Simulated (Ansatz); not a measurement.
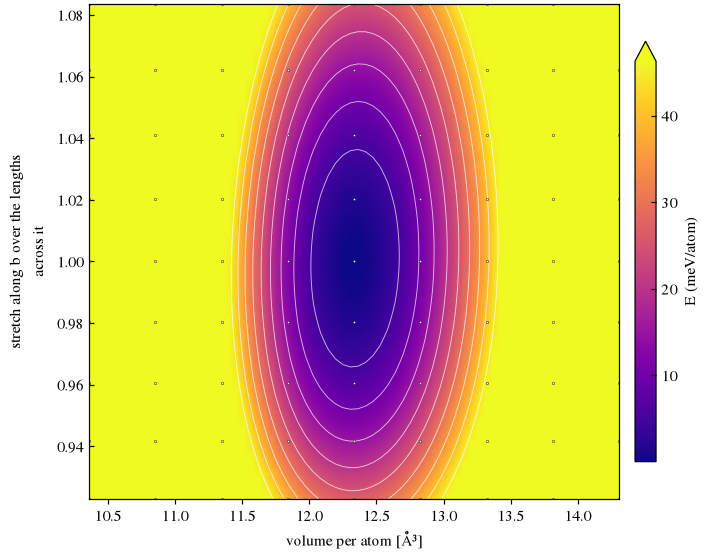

SnO2 (Pbcn, No. 60; 12 atoms in the cell). The energy is mapped over volume and the cell's shape. First axis: volume per atom. Second axis: stretch along b over the lengths across it, relative to the relaxed cell. Nothing is relaxed (fractional coordinates fixed). The grid has 9 × 9 points. Points are written as (first, second). Energies are in meV/atom, from the lowest grid point. The band gap closes in part of the range. Method: Ansatz, DFT PBE, scalar-relativistic, plane waves, PAW. Settings: cutoff 520 eV, k-mesh 6×6×6, gaussian smearing 0.05 eV, no spin polarisation.

In the figure: a smooth colour map with a few white contour lines, dots at the grid points, one colour for all values above the top of the scale. Between grid points the surface is interpolated.

> Where is the minimum, and how stiff is the well along each coordinate?

The interpolated minimum is at volume per atom ≈ 12.33 Å³, the second coordinate ≈ 1.000. The curvatures there are about 1.1 eV/(Å³)² and 96.6 eV, with a cross term of about −0.5 eV/Å³ (per cell of 12 atoms). Round the minimum the two coordinates are nearly uncoupled.

PAW datasets: the set soft_1.
